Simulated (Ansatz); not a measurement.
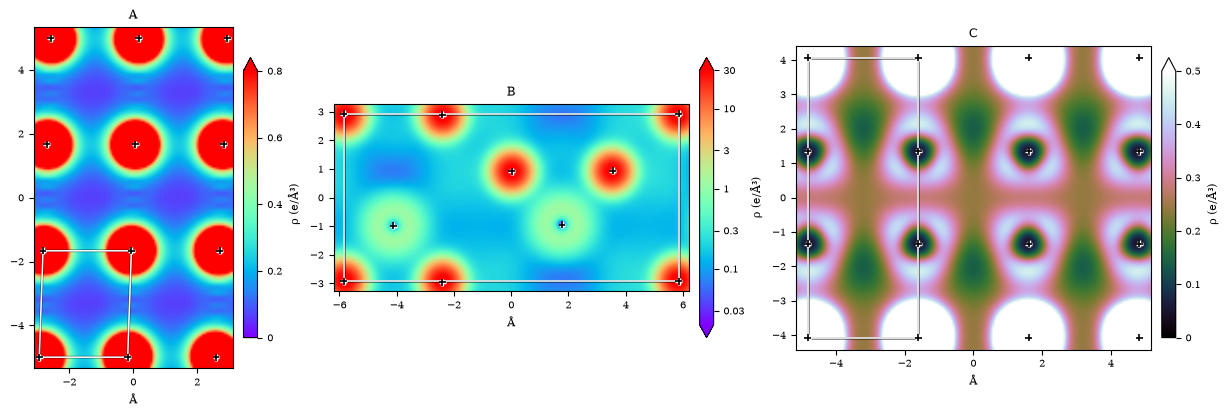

The valence electron density of 3 systems, each on a plane through atoms (crosses mark nuclei in the plane).

Computed with Kohn-Sham DFT of a periodic cell, PBEsol, Ansatz PAW (Ansatz 0.2.0).

System 1: Si2W, the (010) plane of the conventional cell. Space group I4/mmm; computed pressure about −10 GPa in this cell.

System 2: Ga, the (001) plane of the conventional cell. Space group P-1.

```
Ga
1.0
     2.76600   -0.05532    0.00000
     0.11745   -0.00235   -3.32993
     1.30247    3.99884    0.00000
Ga
2
Direct
  0.13100 0.25000 0.73800
  0.86900 0.75000 0.26200
```

System 3: Hf2S, the (110) plane of the conventional cell. Space group P1; a structure from a database of computed crystals, not necessarily the ambient phase; changed on purpose from its base cell (atoms moved at random by about 0.05 A); not relaxed (largest force 0.7 eV/Å); computed pressure about −3 GPa in this cell.

```
Hf S
1.0
     1.68714   -2.92221    0.00000
     1.68714    2.92221    0.00000
     0.00000    0.00000   11.71741
Hf S
4 2
Direct
  0.68158 0.34133 0.10036
  0.32638 0.66935 0.60221
  0.65737 0.32641 0.39462
  0.31372 0.65348 0.90242
  0.98741 0.98357 0.24823
  0.01098 0.99348 0.75179
```

Match each panel to its system.

Panel A is system 2, Ga: the plane holds Ga. Ga–Ga (2.77 Å): ρ at the midpoint is about 0.24 e/Å³. Panel B is system 3, Hf2S: the plane holds Hf and S. Hf–S (2.56 Å): the density is about 0.4 e/Å³ at the midpoint. Panel C is system 1, Si2W: the plane holds W and Si. Si–W (2.73 Å): ρ is about 0.36 e/Å³ halfway.
